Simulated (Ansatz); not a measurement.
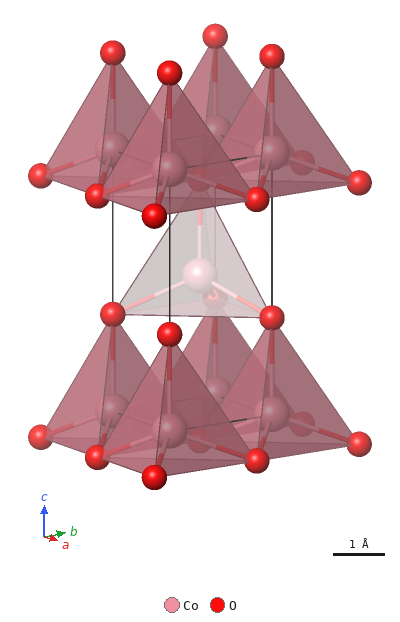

Fig. 1: The structure (polyhedral view of the cell of the calculation, seen slightly off an axis; polyhedra are completed across the faces of the cell).

# CoO: single-point calculation

CoO (4 atoms in the cell), computed with DFT PBEsol, scalar-relativistic, plane waves, PAW, spin-polarised (Ansatz 0.2.0).

The structure derives from a Materials Project entry. Figures and captions count atoms from 1; the log counts them from 0 in places.

## What the program printed
```
Engine: ansatz 0.2.0, x86_64-unknown-linux-gnu
Pseudopotentials: kind: paw
Pseudopotential: Co, paw, valence charge 17, recommended cutoff 420 eV (normal), Co.paw.azcp
Pseudopotential: O, paw, valence charge 6, recommended cutoff 420 eV (normal), O.paw.azcp
Functional definition: PBEsol
  exchange = pbesol_x
  correlation = pbesol_c
Crystal: 4 atoms, lattice volume = 46.301 Å³
Basis set: ecut = 420 eV, 917 PW (Γ), exchange–correlation on 48×48×72 points (8 copies of the dense FFT grid, shifted against one another)
Bands: 32, of which v1, the nominal top of the filled ones, is band 23 counted from 1 (22 counted from 0)
Symmetry: 6 space group operations
Space group: P3m1 (ITA 156), of the structure as read, at distance tolerance 3.6e-5 Å
Magnetic group: BNS 156.49 (UNI 1279), of the structure as read, at distance tolerance 3.6e-5 Å
k-points: 24 of 144 (time reversal used)
Non-local potential: Co, projectors of the file, l = 0: 3, l = 1: 2, l = 2: 3, l = 3: 1
Non-local potential: O, projectors of the file, l = 0: 2, l = 1: 2, l = 2: 1
PAW form: soft (Blöchl's): semilocal exchange-correlation on the pseudo side does not see the compensation charge
PAW frozen core: Co, regenerated for the run's functional, and the local potential with it (the file was generated under x = pbe(κ = 0.804, μ = 0.2195149727645171), c = pbe(β = 0.06672455060314922))
PAW frozen core: O, regenerated for the run's functional, and the local potential with it (the file was generated under x = pbe(κ = 0.804, μ = 0.2195149727645171), c = pbe(β = 0.06672455060314922))
PAW one-centre angular grid: Co, 590 points (default); XC on 64 Gauss nodes
PAW one-centre angular grid: O, 110 points (default); XC on 64 Gauss nodes
Initial density: superposition of atomic densities (chi_scale 0.1, normalization cell, long waves kept (reshape's long-wave potential 0.00 eV rms))
Starting moments: Σ|m| = 6 μB on 2 of 4 sites
Starting magnetic order: compensated ferrimagnet; no operation exchanges its spin sublattices
Initial wavefunctions: pseudopotential atomic-orbital guess
Functional: x = pbesol(κ = 0.804, μ = 0.12345679012345678), c = pbesol(β = 0.046)
SCF iter   1: F=—  HF=-11309.848785 eV  |F-HF|=—  |Δ(HF+E_count)|=         —  Δρ=2.27e-1 (↑2.27e-1 ↓2.27e-1)  dr2=4.67e1  dr2_m=8.53e0  M=0.000 μB ∫|m|=2.923 μB  β_m=0.30  ethr=3.10e-3  ⟨swp⟩=5.2  Hψ=5633  notcnv=0  defer=58
preconditioner: auto → Kerker (q_TF=auto, 2.725 Å⁻¹)  [metal: Δε(μ)=0.036 eV  Ē_g=12.138 eV  σ=0.100 eV  W_gap=0.20  n_scr=22 (ndim 8)  ℏωp=29.9 eV  f_vac=0.000  D(μ)=3.44/eV (n_scr^D=36)]
spin=Collinear: Kerker preconditioning applied to the charge; magnetization (m = ρ↑ − ρ↓) channel mixes plain (no charge-response kernel on spin).
SCF iter   2: F=—  HF=-11305.193670 eV  |F-HF|=—  |Δ(HF+E_count)|=    4.66e0  Δρ=6.20e-2 (↑6.20e-2 ↓6.20e-2)  dr2=2.30e0  dr2_m=4.25e-1  M=-0.002 μB ∫|m|=5.236 μB  β_m=0.30  ethr=3.10e-3  ⟨swp⟩=3.0  Hψ=3576  notcnv=0  defer=152
SCF iter   3: F=—  HF=-11304.847338 eV  |F-HF|=—  |Δ(HF+E_count)|=   3.46e-1  Δρ=4.58e-2 (↑4.58e-2 ↓4.54e-2)  dr2=6.21e-1  dr2_m=5.97e-1  M=0.005 μB ∫|m|=5.085 μB  β_m=0.30  ethr=3.10e-3  ⟨swp⟩=2.0  Hψ=2534  notcnv=0  defer=154
Mixer restart at iter 3: flushing history
spin-set hold released at iteration 3 (the charge has settled, or the pull on large starting moments outlasts its swing): the magnetisation degrees of freedom join the quasi-Newton model from the next iteration; the mixer history was flushed
SCF iter   4: F=—  HF=-11304.876859 eV  |F-HF|=—  |Δ(HF+E_count)|=   2.95e-2  Δρ=3.65e-2 (↑3.52e-2 ↓3.65e-2)  dr2=3.75e-1  dr2_m=4.06e-1  M=-0.015 μB ∫|m|=5.007 μB  β_m=0.65  ethr=1.35e-3  ⟨swp⟩=2.0  Hψ=1638  notcnv=0  defer=154
SCF iter   5: F=—  HF=-11305.134374 eV  |F-HF|=—  |Δ(HF+E_count)|=   2.58e-1  Δρ=5.28e-2 (↑2.35e-2 ↓5.28e-2)  dr2=1.83e0  dr2_m=1.59e-1  M=0.383 μB ∫|m|=5.066 μB  β_m=0.49  ethr=8.15e-4  ⟨swp⟩=2.5  Hψ=2378  notcnv=0  defer=156
SCF iter   6: F=—  HF=-11305.053380 eV  |F-HF|=—  |Δ(HF+E_count)|=   8.10e-2  Δρ=4.67e-2 (↑4.67e-2 ↓3.63e-2)  dr2=2.08e0  dr2_m=2.45e-1  M=-0.491 μB ∫|m|=4.948 μB  β_m=0.33  ethr=8.15e-4  ⟨swp⟩=2.5  Hψ=2765  notcnv=0  defer=166
SCF iter   7: F=—  HF=-11304.993616 eV  |F-HF|=—  |Δ(HF+E_count)|=   5.98e-2  Δρ=9.82e-3 (↑9.82e-3 ↓5.79e-3)  dr2=7.49e-2  dr2_m=6.38e-3  M=-0.070 μB ∫|m|=4.931 μB  β_m=0.59  ethr=8.15e-4  ⟨swp⟩=2.0  Hψ=1713  notcnv=0  defer=166
SCF iter   8: F=—  HF=-11304.994546 eV  |F-HF|=—  |Δ(HF+E_count)|=   9.30e-4  Δρ=3.25e-3 (↑3.25e-3 ↓1.68e-3)  dr2=7.19e-3  dr2_m=8.08e-4  M=-0.012 μB ∫|m|=4.944 μB  β_m=0.68  ethr=1.63e-4  ⟨swp⟩=1.0  Hψ=1791  notcnv=0  defer=166
SCF iter   9: F=—  HF=-11304.995697 eV  |F-HF|=—  |Δ(HF+E_count)|=   1.15e-3  Δρ=1.80e-3 (↑1.22e-3 ↓1.80e-3)  dr2=3.17e-3  dr2_m=2.76e-4  M=-0.012 μB ∫|m|=4.949 μB  β_m=0.84  ethr=1.56e-5  ⟨swp⟩=2.3  Hψ=2261  notcnv=0  defer=166
SCF iter  10: F=—  HF=-11304.995865 eV  |F-HF|=—  |Δ(HF+E_count)|=   1.67e-4  Δρ=5.35e-4 (↑5.35e-4 ↓5.11e-4)  dr2=2.18e-4  dr2_m=8.94e-6  M=0.002 μB ∫|m|=4.954 μB  β_m=0.76  ethr=6.88e-6  ⟨swp⟩=2.5  Hψ=1848  notcnv=0  defer=166
SCF iter  11: F=—  HF=-11304.995889 eV  |F-HF|=—  |Δ(HF+E_count)|=   2.46e-5  Δρ=2.28e-4 (↑2.28e-4 ↓2.23e-4)  dr2=4.12e-5  dr2_m=3.94e-6  M=-0.000 μB ∫|m|=4.957 μB  β_m=0.88  ethr=4.74e-7  ⟨swp⟩=2.4  Hψ=2100  notcnv=0  defer=166
SCF iter  12: F=—  HF=-11304.995805 eV  |F-HF|=—  |Δ(HF+E_count)|=   8.48e-5  Δρ=1.13e-4 (↑1.12e-4 ↓1.13e-4)  dr2=1.54e-5  dr2_m=1.40e-6  M=-0.002 μB ∫|m|=4.957 μB  β_m=0.93  ethr=8.96e-8  ⟨swp⟩=2.0  Hψ=2421  notcnv=0  defer=166
SCF iter  13: F=—  HF=-11304.995805 eV  |F-HF|=—  |Δ(HF+E_count)|=   2.47e-7  Δρ=5.27e-5 (↑5.27e-5 ↓3.58e-5)  dr2=3.02e-6  dr2_m=1.14e-7  M=-0.000 μB ∫|m|=4.956 μB  β_m=0.96  ethr=3.35e-8  ⟨swp⟩=1.0  Hψ=1370  notcnv=0  defer=166
SCF iter  14: F=—  HF=-11304.995805 eV  |F-HF|=—  |Δ(HF+E_count)|=   2.72e-7  Δρ=5.11e-5 (↑4.78e-5 ↓5.11e-5)  dr2=3.46e-6  dr2_m=2.34e-7  M=-0.001 μB ∫|m|=4.956 μB  β_m=0.96  ethr=6.57e-9  ⟨swp⟩=2.2  Hψ=1776  notcnv=0  defer=166
SCF iter  15: F=—  HF=-11304.995805 eV  |F-HF|=—  |Δ(HF+E_count)|=   8.93e-8  Δρ=3.70e-5 (↑2.30e-5 ↓3.70e-5)  dr2=1.03e-6  dr2_m=1.34e-7  M=-0.001 μB ∫|m|=4.956 μB  β_m=0.79  ethr=6.57e-9  ⟨swp⟩=1.0  Hψ=1370  notcnv=0  defer=166
SCF iter  16: F=-11304.995805 eV  HF=-11304.995805 eV  |F-HF|=1.90e-8  |Δ(HF+E_count)|=   5.58e-8  Δρ=5.54e-6 (↑4.48e-6 ↓5.54e-6)  dr2=2.50e-8  dr2_m=3.88e-9  M=-0.001 μB ∫|m|=4.956 μB  ethr=2.17e-10  ⟨swp⟩=8.9  Hψ=6698  notcnv=0
SCF 1 converged in 16 iterations: F = -11304.995805 eV  dr2 = 2.50e-8
  greatest PAW one-centre occupation: 1.003 electrons in one spin orbital (limit 2), on the Co atom at site 1 (counted from 0), in its partial waves of l = 1
```

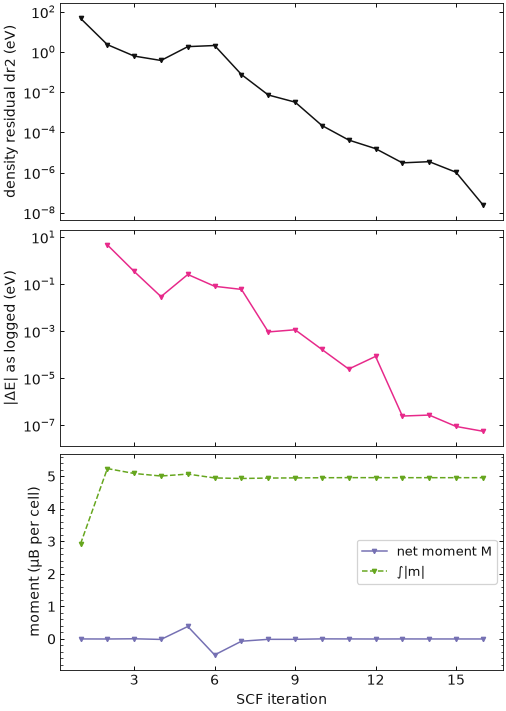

Fig. 2: Convergence of the self-consistent field: density residual dr2, size of the energy change and magnetic moment against the SCF iteration. The residual comes down, with one marked jump up, by a factor of about 5, at step 5. The net moment starts and ends at 0.0 μB per cell.

```
SCF converged after 16 iterations
Magnetization: -0.0009 μB (22.9995 up, 23.0005 down)
Absolute magnetization: 4.9561 μB (∫|ρ↑−ρ↓|, with the PAW one-centre terms)
Spin contamination: 2.4025 ħ² per cell (⟨S²⟩ above its minimum at these occupations)
Per-site moments (μB) at R_I (Å): [(-2.081610445950202, 0.7940086822655766), (2.081197524900823, 0.7941348144299109), (0.15765154734302692, 0.7940086822655766), (-0.15792782088097032, 0.7941348144299109)]
Free energy (F): -11304.995805 eV
Harris-Foulkes:  -11304.995805 eV  (|F-HF|=1.90e-8)
Internal energy: -11304.977552 eV  (E = F + TS)
E sigma→0 (E₀):  -11304.986678 eV
Entropy (-TS):   -0.018253 eV (-4.563 meV/atom)
Fermi energy:    10.927904 eV
--- Per-component energies (eV) ---
  E_band       = -745.808549
  E_kinetic    = 1235.912106
  E_local      = -7794.066868  (includes V_loc(G=0)·N_el)
  E_nonlocal   = 1028.575057
  E_hartree    = 3210.426391
  E_xc         = -452.074059
  E_vxc        = -583.933560  (∫ρ·V_xc dr)
  E_paw        = -3275.885927  (= ΣΔE_a)
  E_vpaw       = -1053.143339  (= ΣTr[D̂ρ^β])
  E_aug_tail   = 0.005133  (compensation charges beyond the density's cutoff)
  E_ewald      = -5258.316798
  E_core_change = 0.447414  (= ΣΔE_core)
  E_smearing   = -0.018253  (= −TS)
  E_closure    = -0.000000  (closes the sum)
  Σ components = -11304.995805   (vs F -11304.995805, Δ=0.00e0)
--- Forces (eV/Å), atoms counted from 1 ---
  atom   1  Co    -0.00000000     0.00000000     0.10721681
  atom   2  Co     0.00000000    -0.00000000     0.11247148
  atom   3  O      0.00000000    -0.00000000    -0.11042064
  atom   4  O     -0.00000000     0.00000000    -0.10919334
  max |Σ_I F_I| component: 7.43e-5 eV/Å
--- Stress (GPa, compression-positive) ---
      -10.413048      -0.000000       0.000000
       -0.000000     -10.413048      -0.000000
        0.000000      -0.000000      -8.828209
  P = ⅓ Tr σ = -9.8848 GPa (-98.848 kbar)
--- Band table (eV; the first three rows and the last of 48) ---
  k-point 0 ↑: bands = ["-85.3206", "-82.6916", "-48.9353", "-48.6458", "-48.6458", "-46.2887", "-46.1124", "-46.1124", "-9.0263", "-8.3102", "3.8404", "4.9717", "4.9717", "5.0102", "5.8635", "5.8635", "8.6847", "8.6847", "9.1917", "9.9685", "9.9685", "10.9179", "10.9179", "10.9991", "12.4581", "12.8927", "12.8927", "16.3197", "18.0337", "24.4575", "24.4575", "24.7469"]
  k-point 1 ↑: bands = ["-85.3206", "-82.6916", "-48.9353", "-48.6458", "-48.6458", "-46.2887", "-46.1124", "-46.1124", "-8.9421", "-8.3988", "3.8929", "4.7539", "4.9730", "4.9730", "5.8343", "5.8343", "8.7326", "8.7326", "9.3753", "9.9950", "9.9950", "10.9339", "10.9339", "11.4588", "12.5927", "12.8268", "12.8268", "15.2457", "19.0849", "23.1200", "24.4193", "24.4193"]
  k-point 2 ↑: bands = ["-85.3206", "-82.6916", "-48.9353", "-48.6458", "-48.6458", "-46.2888", "-46.1124", "-46.1124", "-8.8115", "-8.5338", "4.0330", "4.4210", "4.9748", "4.9748", "5.8054", "5.8054", "8.7818", "8.7818", "9.5899", "10.0157", "10.0157", "10.9583", "10.9583", "11.7661", "12.7567", "12.7567", "13.4287", "13.8551", "20.7519", "20.9909", "24.4517", "24.4517"]
  k-point 23 ↓: bands = ["-85.3201", "-82.6904", "-48.9350", "-48.6581", "-48.6558", "-46.2861", "-46.1270", "-46.1241", "-8.3393", "-8.0551", "4.3240", "4.4138", "4.5555", "4.9425", "5.6336", "5.9751", "8.0105", "8.7492", "9.3165", "9.4470", "9.4490", "10.2101", "10.5568", "11.0262", "11.7243", "11.8936", "17.8653", "18.5228", "18.7929", "18.9619", "19.8355", "20.5046"]
--- Löwdin populations: 4 sites ---
  site symbol       q [e]    m [muB]
     0     Co     15.9743    -2.2195
     1     Co     15.9743     2.2189
     2      O      6.8704     0.2209
     3      O      6.8705    -0.2212
  spilling = 0.006751 (of n_electrons = 46.000000)
```

## File populations.tsv
```
# site	symbol	l	j	q_up	q_dn
# orbitals = lowdin
# n_electrons = 46.000000
# spilling = 0.006751
0	Co	0_3S	-	0.996668	0.996450
0	Co	0_4S	-	0.232683	0.239747
0	Co	1_3P	-	2.998073	2.998836
0	Co	2_3D	-	2.649980	4.861856
1	Co	0_3S	-	0.996449	0.996666
1	Co	0_4S	-	0.239697	0.232624
1	Co	1_3P	-	2.998835	2.998072
1	Co	2_3D	-	4.861621	2.650352
2	O	0_2S	-	0.920018	0.900113
2	O	1_2P	-	2.625601	2.424628
3	O	0_2S	-	0.900179	0.920068
3	O	1_2P	-	2.424465	2.625777
```

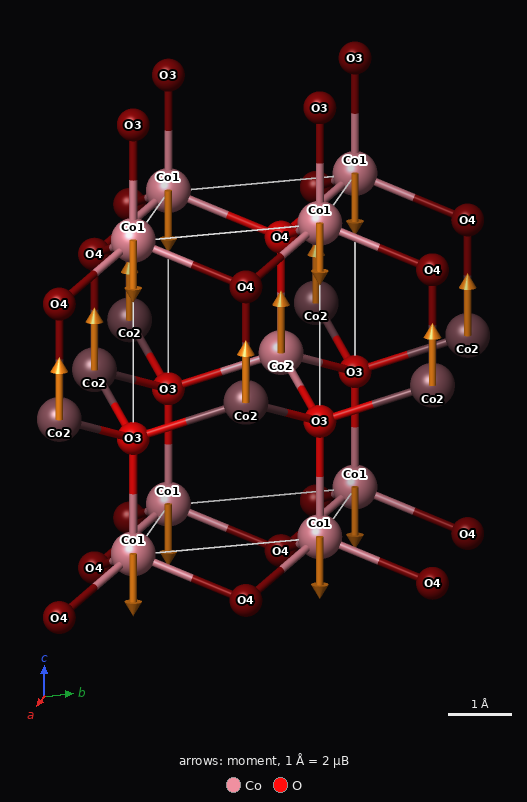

Fig. 3: Magnetic moments of the sites as orange arrows (ball-and-stick view of the cell of the calculation, seen slightly off an axis; neighbours outside the cell are drawn fainter; atoms are numbered from 1 in the order of the input); small moments hardly show. The run is collinear, so the axis drawn is arbitrary. Site moments: Co1 (−2.08 μB); Co2 (2.08 μB); O4 (−0.16 μB); O3 (0.16 μB). They are counted near the atoms and needn't add up to the moment of the cell.

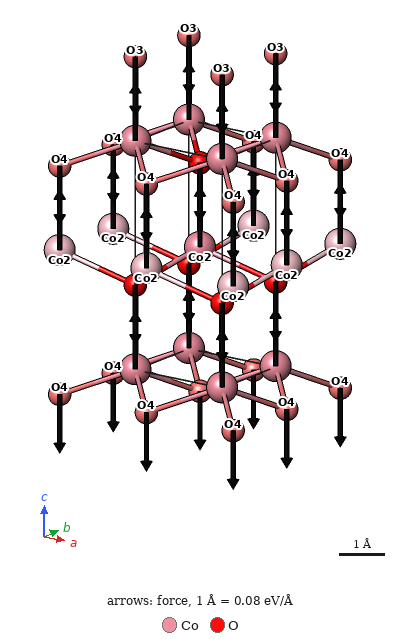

Fig. 4: Forces on the atoms as black arrows (ball-and-stick view of the cell of the calculation, seen slightly off an axis; neighbours outside the cell are drawn fainter; atoms are numbered from 1 in the order of the input). The largest act on Co2 (0.11 eV/Å); O3, O4 (0.11 eV/Å); Co1 (0.11 eV/Å). The geometry is not a stationary point of this energy.

The run was set up as follows.

## Input file
```yaml
crystal:
  lattice:
    - [3.1976457435, 0.0, 0.0]
    - [-1.5988228718, 2.7692424462, 0.0]
    - [0.0, 0.0, 5.22870971]
  atoms:
    - { symbol: Co, position: [0.0, 0.0, 0.00347414], spin: -3.0 }
    - { symbol: Co, position: [0.33333333, 0.66666667, 0.50336241], spin: 3.0 }
    - { symbol: O, position: [0.0, 0.0, 0.37160885] }
    - { symbol: O, position: [0.33333333, 0.66666667, 0.8715556] }
basis:
  ecutwfc: 420
kpoints:
  mp_grid: { grid: [6, 6, 4] }
hamiltonian:
  xc: pbesol
scf:
  occupations: { method: gaussian, width: 0.1 }
  lower_state_search: "off"
output:
  forces: true
  stress: true
  eigenvalues: true
  populations: true
magnetization:
  spin_polarized: true
```

Launched with:
```bash
ansatz run input.yaml --threads 1 --pin off --max-ram 2560MiB --backend cpu --events-out ev --progress --plain --runs-dir out
```

## Key numbers

| quantity | value |
| --- | --- |
| outcome | converged |
| space group (tolerance 0.01 Å) | P6₃mc (186) |
| electrons treated | 46 |
| free energy | −11304.9958 eV |
| Fermi energy | 10.928 eV |
| gap on the k-point mesh | none (metallic) |
| net moment of the cell | 0.00 μB |
| integrated absolute moment | 4.96 μB |
| pressure | −9.88 GPa |
| largest force (length of the vector) | 0.112 eV/Å |
| hardware | 1 thread of Oxide Virtual Turin-like (Zen 5), 32 GiB of memory available, shared host |
| wall time | 17 s |
| peak memory | 0.38 GiB |

## Notes

The cell is under a tension of 9.9 GPa at this level, so it is not at its equilibrium volume.
